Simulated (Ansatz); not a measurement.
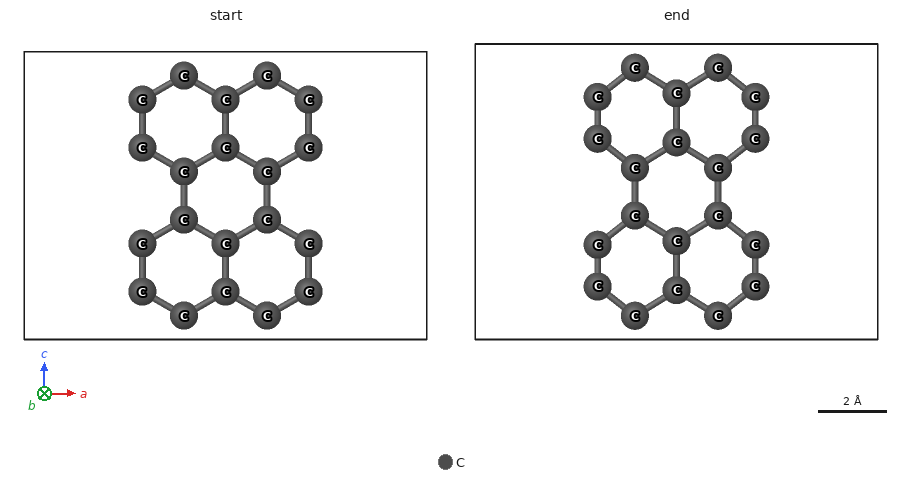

The structure of a wire of composition C before (left) and after (right) a relaxation, at one scale.

Style: ball-and-stick. Shown: the 2 repeat of the cell, with the vacuum cut short, along the b axis.

Case: armchair ribbon, 5 formula units a period.

Theory: DFT PBE, scalar-relativistic, plane waves, PAW in Ansatz 0.2.0. Settings: plane-wave cutoff 420 eV; k-point mesh 1 × 1 × 13; occupations gaussian; smearing width 0.05 eV; no spin polarisation; cell relaxed at fixed a, b, alpha, beta, gamma; force threshold 0.02 eV/Å; at most 45 steps.

**Describe what moved and what it gained.**

The largest moves relative to the centre of the atoms, 0.17 Å, are those of C atoms. Along the periodic axis the drawn cell goes c 8.544 → 8.771 Å (+2.7 %). Among the contacts that change: C–C 1.424 → 1.238 Å, C–C 1.424 → 1.451 Å, C–C 1.424 → 1.405 Å. Bond angles that change, for instance: C–C–C 120.0° → 110.2°, C–C–C 120.0° → 128.2°, C–C–C 120.0° → 116.7°. The energy falls by 2.007 eV per cell of the calculation in 5 accepted moves (8 points after the start). Largest force component: 6.9 eV/Å at the start, 0.013 eV/Å at the end. The line search rejected the trial step at point 2 of the run. At 2 points the geometry stayed and the basis and grid were re-selected for the new cell (energy shift of 9.5 meV per cell of the calculation at most each time). The run took 17 s on 4 threads of Intel(R) Xeon(R) 6975P-C (Granite Rapids), with other jobs on the host, peak memory 0.94 GiB.
